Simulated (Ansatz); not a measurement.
System: BN.

```
B N
1.0
     1.84020   -1.84020    0.00000
     1.84020    1.84020    0.00000
     0.00000    0.00000    3.57161
B N
2 2
Direct
  0.00000 0.00000 0.00000
  0.50000 0.50000 0.50000
  0.50000 0.00000 0.25000
  0.00000 0.50000 0.75000
```

Space group I-4m2; a structure from a database of computed crystals, not necessarily the ambient phase; changed on purpose from its base cell (strain +0.015 along x and y, -0.015 along z, atoms carried along); computed pressure about −10 GPa in this cell.

Theory: Ansatz, DFT r2SCAN, scalar-relativistic, plane waves, PAW.

> What will maps of the valence pseudo-density and electron localisation function show?

B–N (1.58 Å): ρ at the midpoint is about 1.4 e/Å³; the ELF peaks at about 0.95 between the atoms (a shared but strongly polarised pair).

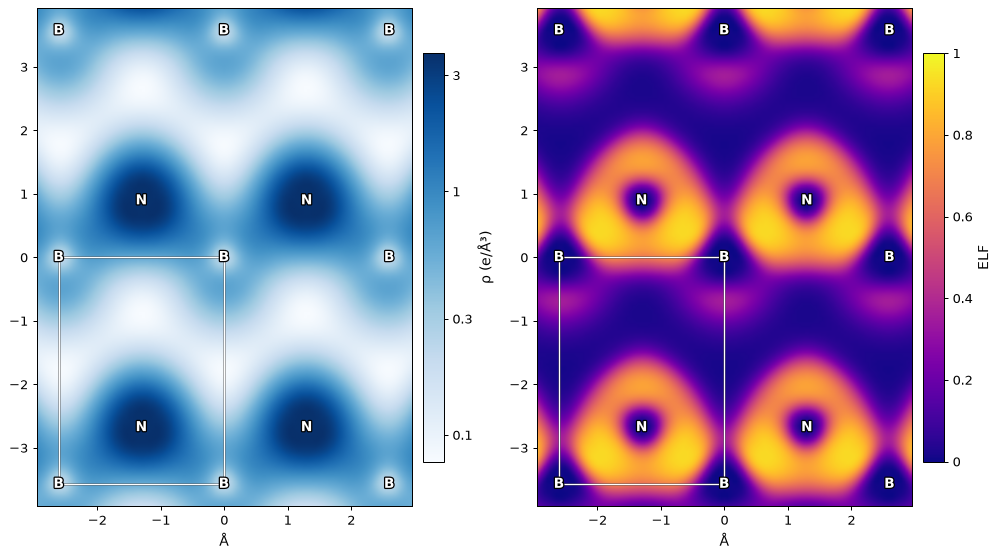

Computed valence pseudo-density and electron localisation function on the (010) plane of the conventional cell, in this order. 

Core electrons are frozen (PAW), and the valence fields are smoothed inside the atomic spheres.
